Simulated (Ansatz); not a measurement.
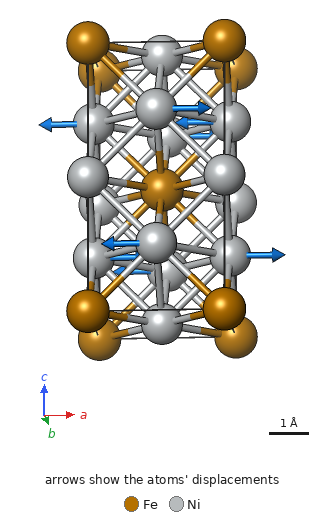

One vibrational mode of solid FeNi3 at the zone centre. Displacements are drawn as blue arrows; their common scale and sign are arbitrary. Style: ball-and-stick. Shown: the conventional cell (2 times the calculation's cell), from a free direction. Lengths and directions refer to the drawn axes.

The calculation used Ansatz 0.2.0, DFT PBE, scalar-relativistic, plane waves, PAW. Set-up: plane-wave cutoff 420 eV; k-point mesh 18 × 18 × 18; occupations gaussian; smearing width 0.2 eV; collinear spin.

The frequencies depend somewhat on the k-mesh and the smearing.

> Give the symmetry, activity and frequency of this mode.

This is the E_g mode (doubly degenerate; one member of the set is drawn) at 243 cm⁻¹, optical level 5 of 6, counted from below, Raman-active by symmetry. The Fe and Ni (2b) atoms stay at rest; all motion is along a; atoms of one kind move against one another, with no net shift of their sublattice.
